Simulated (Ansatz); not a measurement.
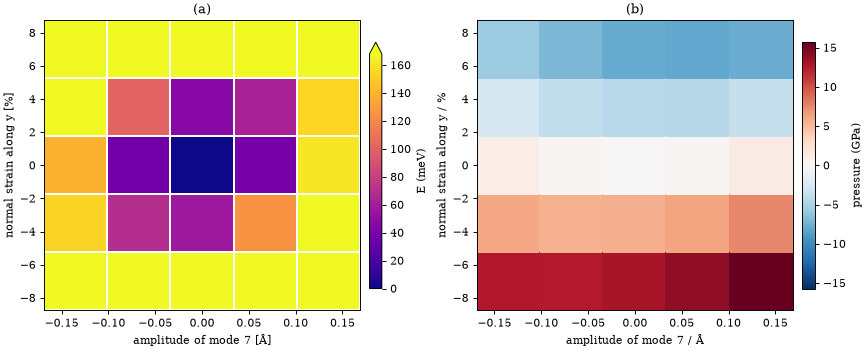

MoS₂ (R-3m, No. 166; 3 atoms in the cell). The energy is mapped over a normal mode and a strain (zone-centre modes of the 3-atom cell of this scan) (x along [1 0 0], y along [1 2 0], z along [0 0 1] of the conventional cell). The first coordinate is: amplitude of mode 7 (265 cm⁻¹), largest displacement in the unstrained cell; the second: normal strain along y. Nothing is relaxed (the pattern is fixed in fractional coordinates). Grid: 5 × 5 points. Points are written as (first, second). Energies are in meV per cell, from the lowest grid point. Theory: DFT PBE+D3(BJ), scalar-relativistic, plane waves, PAW in Ansatz 0.2.0. Settings: cutoff 420 eV, k-mesh 15×15×15, gaussian smearing 0.15 eV, no spin polarisation.

Panel (a) is the energy and panel (b) the computed pressure on the same grid.

Drawn: one coloured cell a grid point, one colour for all values above the top of the scale.

### How does the pressure vary over the map, and what is it at the lowest grid point?

It runs from −8.2 GPa at (0.068 Å, 7.0 %) to 15.7 GPa at (0.135 Å, −7.0 %). At the lowest grid point, (0.000 Å, 0.0 %), it is 0.0 GPa.

PAW datasets: the set soft_1.
